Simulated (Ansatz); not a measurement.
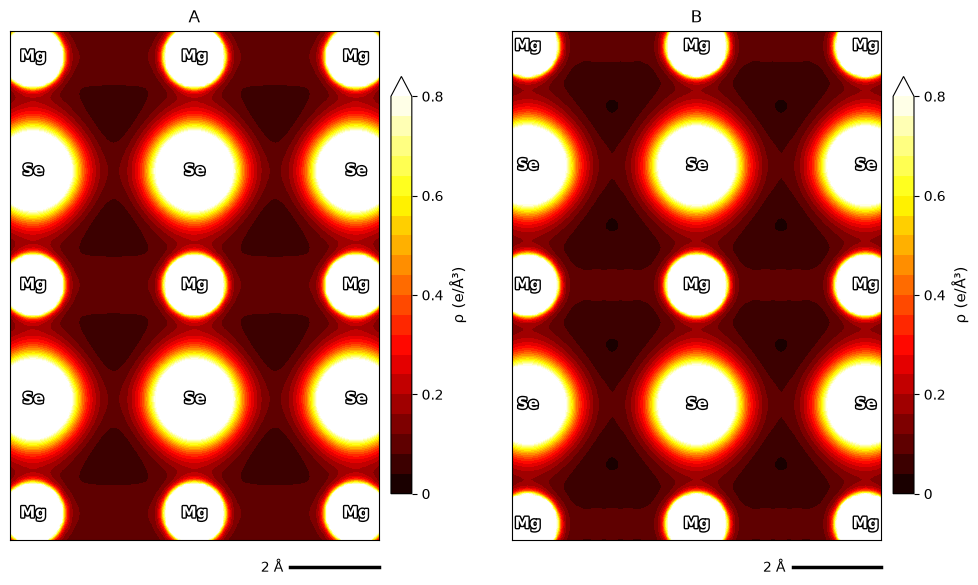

MgSe. The valence pseudo-density of two cells that differ in size, on the (110) plane of each (indices in the axes of the calculation cell), at one length scale and on one colour scale: B has 19.7 Å³ an atom and A 17.2.

Method: Ansatz, DFT, PBEsol, PAW with Ansatz's default frozen-core files, scalar-relativistic; relaxation of cell and atoms.

The density is the valence pseudo-density of a PAW calculation; it isn't the true density close to the nuclei.

What changes from the larger cell to the smaller?

Answer. From the larger cell to the smaller, Mg–Se goes from 2.70 to 2.58 Å, and the density at its midpoint from 0.27 to 0.32 e/Å³; the pressure goes from 2.0 to 15 GPa; the Kohn–Sham gap goes from 1.8 eV to 2.0 eV.
